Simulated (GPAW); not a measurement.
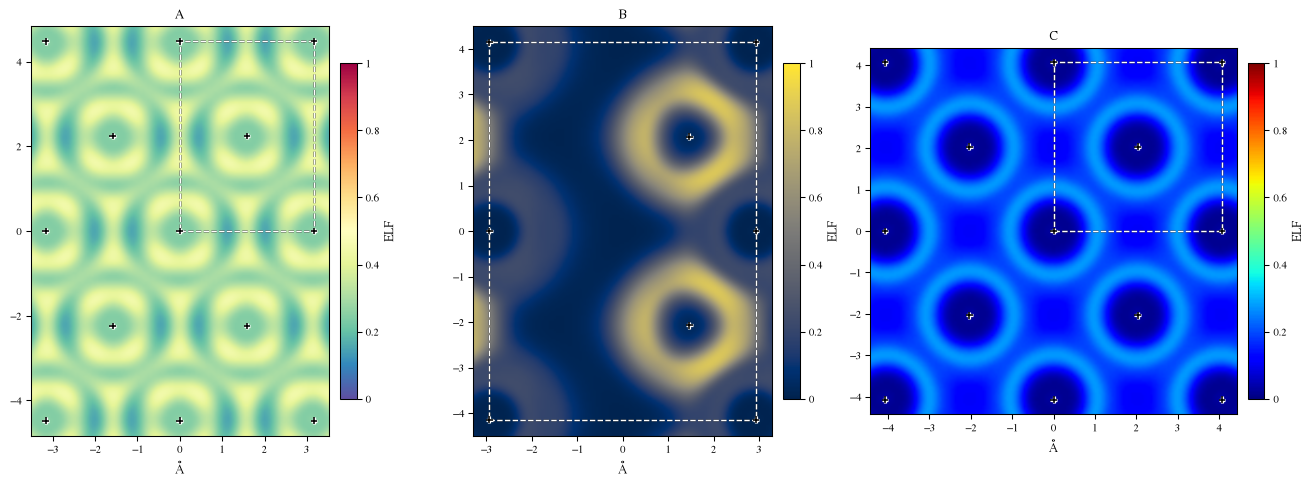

The ELF of 3 systems, each on a plane through atoms (crosses mark nuclei in the plane).

Theory: Kohn-Sham DFT of a periodic cell, PBE, GPAW PAW data sets (gpaw-data 1.2.1) in GPAW.

System 1: Au, the (001) plane of the conventional cell. Space group Fm-3m; computed pressure about 13 GPa in this cell.

```yaml
crystal:
  lattice:
    - [4.07000, 0.00000, 0.00000]
    - [0.00000, 4.07000, 0.00000]
    - [0.00000, 0.00000, 4.07000]
  atoms:
    - { symbol: Au, position: [0.00000, 0.00000, 0.00000] }
    - { symbol: Au, position: [0.50000, 0.50000, 0.00000] }
    - { symbol: Au, position: [0.50000, 0.00000, 0.50000] }
    - { symbol: Au, position: [0.00000, 0.50000, 0.50000] }
```

System 2: Mo, the (011̄) plane of the conventional cell. Space group Im-3m; a structure from a database of computed crystals, not necessarily the ambient phase; computed pressure about −2 GPa in this cell.

System 3: InP, the (101) plane of the conventional cell. Space group F-43m; computed pressure about 3 GPa in this cell.

> Which map belongs to which system?

Panel A is system 2, Mo: the plane holds Mo. Mo–Mo (2.74 Å): the ELF is about 0.30 at the midpoint: no localised pair shows between them. Panel B is system 3, InP: the plane holds In and P. In–P (2.54 Å): the ELF peaks at about 0.85 in the valence shell of P, 1.0 Å from its nucleus, and is about 0.50 at the midpoint. Panel C is system 1, Au: the plane holds Au. Au–Au (2.88 Å): the ELF is about 0.20 at the midpoint; no shared electron pair shows on this line.
